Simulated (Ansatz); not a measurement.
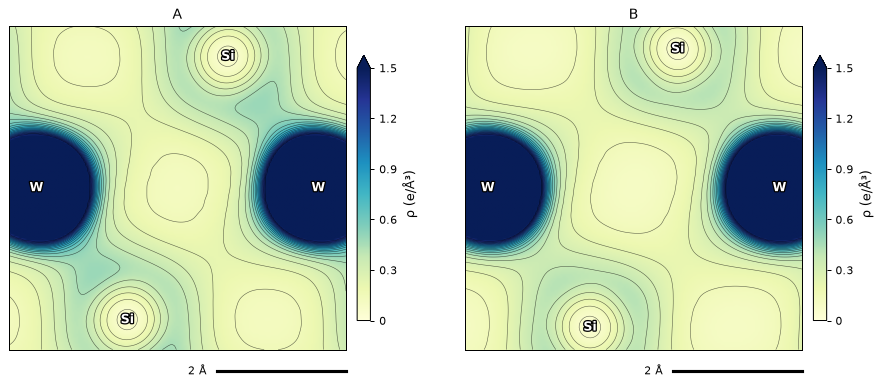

SiW3. The valence pseudo-density of two cells that differ in size and shape, on the (101̄) plane of each (indices in the axes of the calculation cell), at one length scale and on one colour scale; one has 15.9 and the other 17.6 Å³ an atom.

Space group I4/mmm; a structure from a database of computed crystals, not necessarily the ambient phase.

The calculation used Ansatz 0.2.0, DFT PBE, scalar-relativistic, plane waves, PAW.

### Which panel shows the smaller cell, and what does the compression change?

Panel A is the smaller cell, by 10 % in volume. From the larger cell to the smaller, Si–W goes from 2.67 to 2.47 Å, and the density at its midpoint from 0.36 to 0.5 e/Å³; the pressure goes from 2.6 to 25 GPa.
